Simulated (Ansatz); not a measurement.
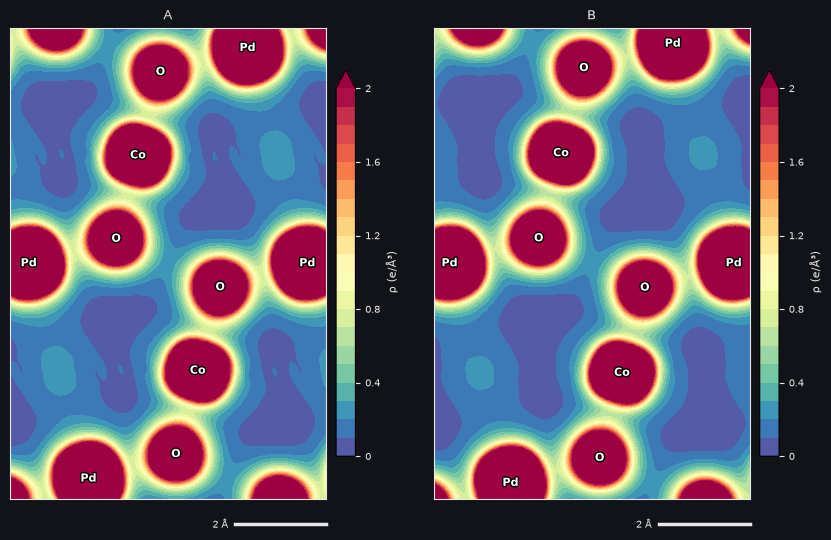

CoPdO₂. The valence electron density of two cells that differ in size, on the (101̄) plane of each (indices in the axes of the calculation cell), at one length scale and on one colour scale; one has 10.4 and the other 11.0 Å³ an atom.

The calculation used Kohn-Sham DFT of a periodic cell, PBE, Ansatz PAW (Ansatz 0.2.0).

The density is the valence pseudo-density of a PAW calculation; it isn't the true density close to the nuclei.

Which panel shows the smaller cell, and what does the compression change?

Answer. Panel A is the smaller cell, by 6 % in volume. From the larger cell to the smaller, Pd–O goes from 2.04 to 2.00 Å, and the density at its midpoint from 0.7 to 0.78 e/Å³; Co–O goes from 1.94 to 1.90 Å, and the density at its midpoint from 0.67 to 0.74 e/Å³; the pressure goes from −8 to 3.4 GPa.
